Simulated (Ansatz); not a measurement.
Run report: Cr, geometry relaxation

Cr (Im-3m, 1 atom in the cell), computed with DFT PBE, scalar-relativistic, plane waves, PAW, no spin polarisation (Ansatz 0.2.0).

The structure derives from an entry of the Crystallography Open Database. Figures and captions count atoms from 1; the log counts them from 0 in places.

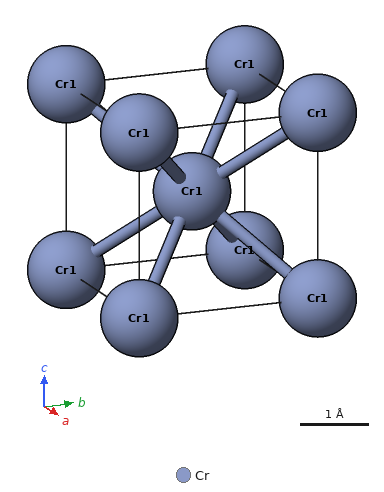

*The input geometry (ball-and-stick view of the cell 2 times as large as that of the calculation, set on its symmetry axes, seen slightly off an axis; atoms are numbered from 1 in the order of the input). An atom can appear more than once, as a periodic image.*

Near neighbours in the periodic cell (some may lie outside the picture): Cr has 8 Cr at 2.47 Å.

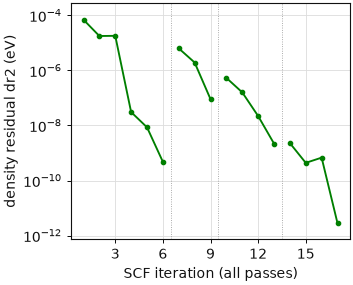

*Convergence of the self-consistent field: density residual dr2 against the SCF iteration. The dotted lines part the SCF passes of the relaxation: geometry steps, rejected trials and re-solves on a re-selected basis.*

The passes take 6, 3, 4 and 4 iterations.

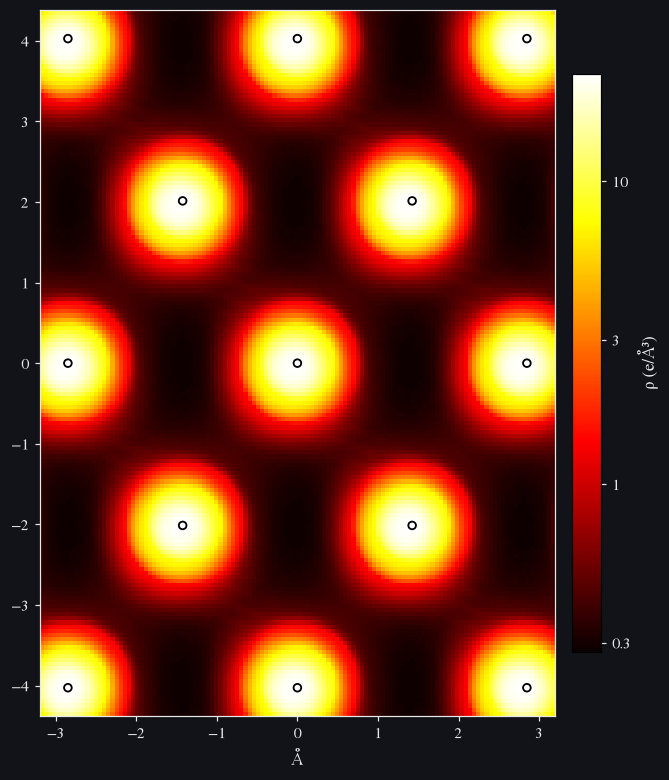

*Valence electron density on the (011̄) plane of the conventional cell. Circles mark the nuclei in the plane (Cr).*

The section cuts through Cr sites. Cr–Cr (2.47 Å): the density is about 0.38 e/Å³ at the midpoint. Away from the nuclei the density in this plane falls to 0.28 e/Å³ at its lowest. The fields are those of the smooth PAW valence density.

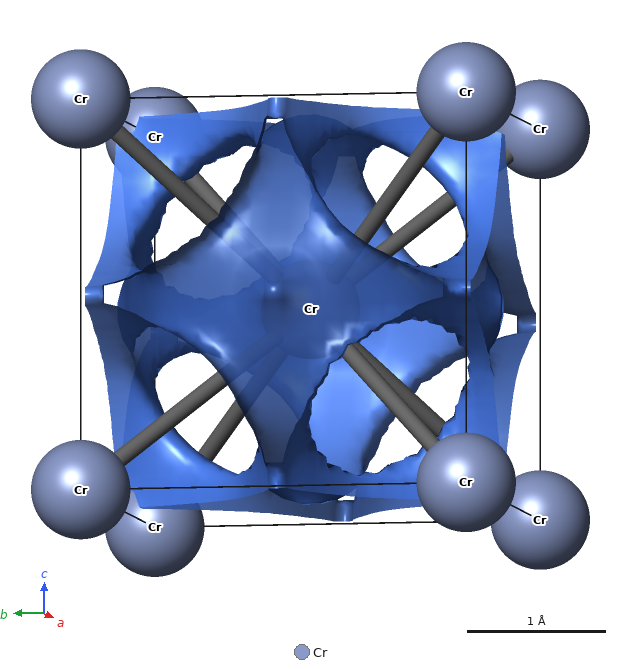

*Isosurface of the ELF at 0.4 (blue), seen at an oblique angle. Core shells and regions of very low density are left out. Sticks mark near contacts. The outline is the cell set on symmetry axes.*

Along the contacts the grid gives the following. Cr–Cr (2.47 Å): the ELF is about 0.30 at the midpoint (no shared electron pair).

The input and output of the run follow.

### The input
```yaml
crystal:
  lattice:
    - [-1.4248462202, 1.4248462202, 1.4248462202]
    - [1.4248462202, -1.4248462202, 1.4248462202]
    - [1.4248462202, 1.4248462202, -1.4248462202]
  atoms:
    - { symbol: Cr, position: [0.0, 0.0, 0.0] }
basis:
  ecutwfc: 420
kpoints:
  mp_grid: { grid: [20, 20, 20] }
hamiltonian:
  xc: pbe
scf:
  occupations: { method: gaussian, width: 0.1 }
output:
  forces: true
  stress: true
  eigenvalues: true
  write_density: true
  write_potential: true
  elf: true
  volumetric_format: npy
relax:
  adjacent_minimum: "off"
  f_tol: 0.005
  max_steps: 80
  cell: { stress_tol: 0.05 }
```

Launched with:
```bash
ansatz run input.yaml --threads 1 --pin off --max-ram 2560MiB --backend cpu --events-out ev --progress --plain --runs-dir out
```

### What the program printed
```
Engine: ansatz 0.2.0, aarch64-unknown-linux-gnu
Pseudopotentials: kind: paw
Pseudopotential: Cr, paw, valence charge 14, recommended cutoff 420 eV (normal), Cr.paw.azcp
Functional definition: PBE
  parameter kappa = 0.804
  parameter beta = 0.06672455060314922
  exchange = pbe_x(kappa = kappa, mu = beta*pi^2/3)
  correlation = pbe_c(beta = beta)
Crystal: 1 atoms, lattice volume = 11.571 Å³
Basis set: ecut = 420 eV, 225 PW (Γ), exchange–correlation on 36×36×36 points (8 copies of the dense FFT grid, shifted against one another)
Bands: 11, of which v1, the nominal top of the filled ones, is band 7 counted from 1 (6 counted from 0)
Symmetry: 48 space group operations
Space group: Im-3m (ITA 229), of the structure as read, at distance tolerance 2.3e-5 Å
k-points: 256 of 8000
Non-local potential: Cr, projectors of the file, l = 0: 3, l = 1: 2, l = 2: 3, l = 3: 1
PAW form: soft (Blöchl's): semilocal exchange-correlation on the pseudo side does not see the compensation charge
PAW one-centre angular grid: Cr, 590 points (default); XC on 64 Gauss nodes
Initial density: superposition of atomic densities (neutral atoms: chi_scale 0, normalization atom), corrected by the library's trained network
Initial wavefunctions: pseudopotential atomic-orbital guess
Functional: x = pbe(κ = 0.804, μ = 0.2195149727645171), c = pbe(β = 0.06672455060314922)
SCF iter   1: F=—  HF=-3377.738461 eV  |F-HF|=—  |Δ(HF+E_count)|=         —  Δρ=2.34e-3  dr2=7.01e-5  ethr=1.77e-3  ⟨swp⟩=4.0  Hψ=13768  notcnv=0
preconditioner: auto → none  [metal: Δε(μ)=0.015 eV  Ē_g=7.387 eV  σ=0.100 eV  W_gap=0.08  n_scr=0 (ndim 8)  ℏωp=26.7 eV  f_vac=0.000  D(μ)=0.70/eV (n_scr^D=12)]
SCF iter   2: F=—  HF=-3377.738832 eV  |F-HF|=—  |Δ(HF+E_count)|=   3.71e-4  Δρ=1.18e-3  dr2=1.79e-5  ethr=5.01e-7  ⟨swp⟩=2.2  Hψ=5885  notcnv=0
SCF iter   3: F=—  HF=-3377.738986 eV  |F-HF|=—  |Δ(HF+E_count)|=   1.54e-4  Δρ=4.70e-4  dr2=1.82e-5  ethr=1.28e-7  ⟨swp⟩=2.1  Hψ=4581  notcnv=0
iter 4 did not close the SCF: its close was put off for the readings that it lacked (scf_convergence_deferred on its scf_iter line)
SCF iter   4: F=-3377.738981 eV  HF=-3377.738981 eV  |F-HF|=2.48e-8  |Δ(HF+E_count)|=   5.07e-6  Δρ=2.65e-5  dr2=3.07e-8  ethr=1.28e-7  ⟨swp⟩=2.8  Hψ=4432  notcnv=0
iter 5 did not close the SCF: its close was put off for the readings that it lacked (scf_convergence_deferred on its scf_iter line)
SCF iter   5: F=-3377.738981 eV  HF=-3377.738981 eV  |F-HF|=5.03e-9  |Δ(HF+E_count)|=   3.08e-9  Δρ=1.07e-5  dr2=8.60e-9  ethr=2.20e-10  ⟨swp⟩=2.0  Hψ=4587  notcnv=0
SCF iter   6: F=-3377.738981 eV  HF=-3377.738981 eV  |F-HF|=3.00e-10  |Δ(HF+E_count)|=  7.54e-10  Δρ=2.50e-6  dr2=4.78e-10  ethr=6.14e-11  ⟨swp⟩=4.2  Hψ=11702  notcnv=0
SCF 1 converged in 6 iterations: F = -3377.738981 eV  dr2 = 4.78e-10
  greatest PAW one-centre occupation: 1.000 electrons in one spin orbital (limit 2), on the Cr atom at site 0 (counted from 0), in its partial waves of l = 0
relax step   1: F+E_penalty+E_count = -3377.73898105 eV  Δ(F+E_penalty+E_count) = +0.000e0 eV  max|allowed force component| = 0.000e0 eV/Å  Δτ_max = 0.0000 Å  P = -0.508 GPa  Ω = 11.571 Å³  (6 SCF iters, dr2 threshold 1.00e-7 eV, accepted)
Crystal: 1 atoms, lattice volume = 11.552 Å³
Initial density: handed on by an earlier stage of this run
Initial wavefunctions: those handed on with the density
iter 1 solved again at ethr=4.19e-8 eV; its pass at ethr=3.10e-3 eV (dr2=5.87e-6 eV) is discarded
SCF iter   1: F=—  HF=-3377.739026 eV  |F-HF|=—  |Δ(HF+E_count)|=         —  Δρ=2.50e-4  dr2=6.37e-6  ethr=4.19e-8  ⟨swp⟩=1.3  Hψ=15876  notcnv=0
preconditioner: auto → none  [metal: Δε(μ)=0.014 eV  Ē_g=7.401 eV  σ=0.100 eV  W_gap=0.08  n_scr=0 (ndim 8)  ℏωp=26.8 eV  f_vac=0.000  D(μ)=0.69/eV (n_scr^D=12)]
SCF iter   2: F=—  HF=-3377.739027 eV  |F-HF|=—  |Δ(HF+E_count)|=   1.01e-6  Δρ=1.80e-4  dr2=1.95e-6  ethr=4.19e-8  ⟨swp⟩=2.3  Hψ=4367  notcnv=0
SCF iter   3: F=-3377.739027 eV  HF=-3377.739027 eV  |F-HF|=9.12e-8  |Δ(HF+E_count)|=   5.10e-7  Δρ=4.88e-5  dr2=9.09e-8  ethr=7.14e-10  ⟨swp⟩=4.9  Hψ=14386  notcnv=0
SCF 2 converged in 3 iterations: F = -3377.739027 eV  dr2 = 9.09e-8
relax step   2: F+E_penalty+E_count = -3377.73902683 eV  Δ(F+E_penalty+E_count) = -4.578e-5 eV  max|allowed force component| = 0.000e0 eV/Å  Δτ_max = 0.0000 Å  P = -0.090 GPa  Ω = 11.552 Å³  energy of the carried Pulay correction = +1.082e-5 eV  (3 SCF iters, dr2 threshold 1.00e-7 eV, accepted)
Crystal: 1 atoms, lattice volume = 11.548 Å³
iter 1 solved again at ethr=3.66e-9 eV; its pass at ethr=3.10e-3 eV (dr2=5.13e-7 eV) is discarded
SCF iter   1: F=—  HF=-3377.739028 eV  |F-HF|=—  |Δ(HF+E_count)|=         —  Δρ=8.27e-5  dr2=5.38e-7  ethr=3.66e-9  ⟨swp⟩=1.1  Hψ=15669  notcnv=0
preconditioner: auto → none  [metal: Δε(μ)=0.010 eV  Ē_g=7.402 eV  σ=0.100 eV  W_gap=0.06  n_scr=0 (ndim 8)  ℏωp=26.8 eV  f_vac=0.000  D(μ)=0.69/eV (n_scr^D=12)]
SCF iter   2: F=—  HF=-3377.739030 eV  |F-HF|=—  |Δ(HF+E_count)|=   1.85e-6  Δρ=6.02e-5  dr2=1.60e-7  ethr=3.66e-9  ⟨swp⟩=2.6  Hψ=4381  notcnv=0
SCF iter   3: F=—  HF=-3377.739030 eV  |F-HF|=—  |Δ(HF+E_count)|=   1.99e-8  Δρ=2.03e-5  dr2=2.21e-8  ethr=1.15e-9  ⟨swp⟩=2.9  Hψ=4442  notcnv=0
SCF iter   4: F=-3377.739030 eV  HF=-3377.739030 eV  |F-HF|=3.86e-9  |Δ(HF+E_count)|=   2.57e-8  Δρ=8.16e-6  dr2=2.20e-9  ethr=1.45e-10  ⟨swp⟩=5.9  Hψ=11679  notcnv=0
SCF 3 converged in 4 iterations: F = -3377.739030 eV  dr2 = 2.20e-9
relax step   3: F+E_penalty+E_count = -3377.73903039 eV  Δ(F+E_penalty+E_count) = -3.560e-6 eV  max|allowed force component| = 0.000e0 eV/Å  Δτ_max = 0.0000 Å  P = -0.003 GPa  Ω = 11.548 Å³  energy of the carried Pulay correction = +1.316e-5 eV  (4 SCF iters, dr2 threshold 2.04e-8 eV, accepted)
Initial wavefunctions: pseudopotential atomic-orbital guess (no wavefunctions were taken with the density)
iter 1 solved again at ethr=1.65e-9 eV; its pass at ethr=3.10e-3 eV (dr2=2.31e-7 eV) is discarded
SCF iter   1: F=—  HF=-3377.739017 eV  |F-HF|=—  |Δ(HF+E_count)|=         —  Δρ=8.50e-6  dr2=2.29e-9  ethr=1.65e-9  ⟨swp⟩=2.8  Hψ=21608  notcnv=0
preconditioner: auto → none  [metal: Δε(μ)=0.011 eV  Ē_g=7.402 eV  σ=0.100 eV  W_gap=0.06  n_scr=0 (ndim 8)  ℏωp=26.8 eV  f_vac=0.000  D(μ)=0.69/eV (n_scr^D=12)]
SCF iter   2: F=—  HF=-3377.739019 eV  |F-HF|=—  |Δ(HF+E_count)|=   1.76e-6  Δρ=3.66e-6  dr2=4.38e-10  ethr=1.64e-11  ⟨swp⟩=2.4  Hψ=3992  notcnv=0
SCF iter   3: F=—  HF=-3377.739019 eV  |F-HF|=—  |Δ(HF+E_count)|=   1.21e-9  Δρ=2.90e-6  dr2=6.78e-10  ethr=3.13e-12  ⟨swp⟩=2.0  Hψ=4615  notcnv=0
SCF iter   4: F=-3377.739019 eV  HF=-3377.739019 eV  |F-HF|=6.37e-12  |Δ(HF+E_count)|=  1.61e-10  Δρ=2.67e-7  dr2=2.81e-12  ethr=1.00e-12  ⟨swp⟩=3.2  Hψ=11521  notcnv=0
SCF 4 converged in 4 iterations: F = -3377.739019 eV  dr2 = 2.81e-12
relax step   4: F+E_penalty+E_count = -3377.73901883 eV  Δ(F+E_penalty+E_count) = +1.156e-5 eV  max|allowed force component| = 0.000e0 eV/Å  Δτ_max = 0.0000 Å  P = -0.003 GPa  Ω = 11.548 Å³  stress off target by 3.34e-3 GPa  SCF on the basis re-selected at this cell (its energy is not comparable with the rows above)  (4 SCF iters)
basis re-selected at this cell: Δ(F+E_penalty+E_count) = +1.156e-5 eV, ΔP = -0.001 GPa vs the last step (what re-selecting the basis moved, of the pressure what is left beyond the Pulay correction that the steps carried, after the strain that the cell walked since its last selection, with what the two solves' SCF thresholds leave and, on support functions, any second-order correction that the steps lacked; it is no measure of the basis error at this ecutwfc). This SCF's stress stands 3.34e-3 GPa from its target on what of the cell is left free (relax.cell.stress_tol is 5.00e-2 GPa) and its largest allowed force component is 0.00e0 eV/Å (relax.f_tol is 5.00e-3 eV/Å): within both
SCF converged after 4 iterations
Free energy (F): -3377.739019 eV
Harris-Foulkes:  -3377.739019 eV  (|F-HF|=6.37e-12)
Internal energy: -3377.735552 eV  (E = F + TS)
E sigma→0 (E₀):  -3377.737286 eV
Entropy (-TS):   -0.003467 eV (-3.467 meV/atom)
Fermi energy:    19.472385 eV
--- Per-component energies (eV) ---
  E_band       = -144.384274
  E_kinetic    = 343.450781
  E_local      = -1174.314890  (includes V_loc(G=0)·N_el)
  E_nonlocal   = 78.347581
  E_hartree    = 513.078902
  E_xc         = -140.287546
  E_vxc        = -179.009629  (∫ρ·V_xc dr)
  E_paw        = -1194.686828  (= ΣΔE_a)
  E_vpaw       = -239.016220  (= ΣTr[D̂ρ^β])
  E_aug_tail   = 0.000303  (compensation charges beyond the density's cutoff)
  E_ewald      = -1803.323856
  E_smearing   = -0.003467  (= −TS)
  E_closure    = 0.000000  (closes the sum)
  Σ components = -3377.739019   (vs F -3377.739019, Δ=0.00e0)
--- Forces (eV/Å), atoms counted from 1 ---
  atom   1  Cr     0.00000000     0.00000000     0.00000000
  max |Σ_I F_I| component: 1.36e-31 eV/Å
--- Stress (GPa, compression-positive) ---
       -0.003341      -0.000000      -0.000000
       -0.000000      -0.003341       0.000000
        0.000000       0.000000      -0.003341
  P = ⅓ Tr σ = -0.0033 GPa (-0.033 kbar)
--- Band table (eV; the first three rows and the last of 256) ---
  k-point 0: bands = ["-52.4453", "-23.2223", "-23.2223", "-23.2223", "11.5495", "18.5392", "18.5392", "18.5392", "20.6073", "20.6073", "41.7337"]
  k-point 1: bands = ["-52.4403", "-23.2459", "-23.2296", "-23.2225", "11.6596", "18.4962", "18.5326", "18.6144", "20.5581", "20.6104", "41.4492"]
  k-point 2: bands = ["-52.4257", "-23.3140", "-23.2506", "-23.2229", "11.9827", "18.3730", "18.5027", "18.8359", "20.4367", "20.6207", "40.6562"]
  k-point 255: bands = ["-52.0927", "-23.8565", "-23.8565", "-23.8565", "15.1161", "15.1161", "21.9177", "21.9177", "21.9177", "30.0225", "30.0225"]
--- Relaxed structure (3 steps of the walk, 3 accepted, 1 SCFs on fresh bases) ---
  F+E_penalty+E_count = -3377.73901883 eV   max|allowed force component| = 0.000e0 eV/Å   (the final SCF, on the basis selected at the relaxed cell)
  cell:  # Å, volume = 11.5481 Å³
    - [-1.4239150081397698, 1.4239150081397698, 1.4239150081397698]
    - [1.4239150081397698, -1.4239150081397698, 1.4239150081397698]
    - [1.4239150081397698, 1.4239150081397698, -1.4239150081397698]
  atoms:
    - { symbol: Cr, position: [0.0, 0.0, 0.0] }
```

### Trajectory as extended XYZ (Å, eV, eV/Å), 4 frames, from step=1 to step=4
```
1
Lattice="-1.4248 1.4248 1.4248 1.4248 -1.4248 1.4248 1.4248 1.4248 -1.4248" Properties=species:S:1:pos:R:3:forces:R:3 step=1 energy=-3377.73898 pressure_GPa=-0.51
Cr    0.0000    0.0000    0.0000    0.0000   0.0000   0.0000
1
Lattice="-1.4241 1.4241 1.4241 1.4241 -1.4241 1.4241 1.4241 1.4241 -1.4241" Properties=species:S:1:pos:R:3:forces:R:3 step=2 energy=-3377.73903 pressure_GPa=-0.09
Cr    0.0000    0.0000    0.0000    0.0000   0.0000   0.0000
1
Lattice="-1.4239 1.4239 1.4239 1.4239 -1.4239 1.4239 1.4239 1.4239 -1.4239" Properties=species:S:1:pos:R:3:forces:R:3 step=3 energy=-3377.73903 pressure_GPa=-0.00
Cr    0.0000    0.0000    0.0000    0.0000   0.0000   0.0000
1
Lattice="-1.4239 1.4239 1.4239 1.4239 -1.4239 1.4239 1.4239 1.4239 -1.4239" Properties=species:S:1:pos:R:3:forces:R:3 step=4 energy=-3377.73902 pressure_GPa=-0.00
Cr    0.0000    0.0000    0.0000    0.0000   0.0000   0.0000
```

### Results in brief

| quantity | value |
| --- | --- |
| outcome | converged |
| space group (tolerance 0.01 Å) | Im-3m (229) |
| electrons treated | 14 |
| free energy | −3377.7390 eV |
| Fermi energy | 19.472 eV |
| gap on the k-point mesh | none (metallic) |
| pressure | 0.00 GPa |
| final volume | 11.55 Å³ |
| largest force (length of the vector) at the end | under 0.001 eV/Å |
| final cell | a = 2.466 Å, b = 2.466 Å, c = 2.466 Å, α = 109.47°, β = 109.47°, γ = 109.47° |
| hardware | 1 thread of Arm Neoverse V1, 24 GiB of memory available, shared host |
| wall time | 11 s |
| peak memory | 0.32 GiB |

### Notes

The run has no spin polarisation, so a magnetic state may lie lower.
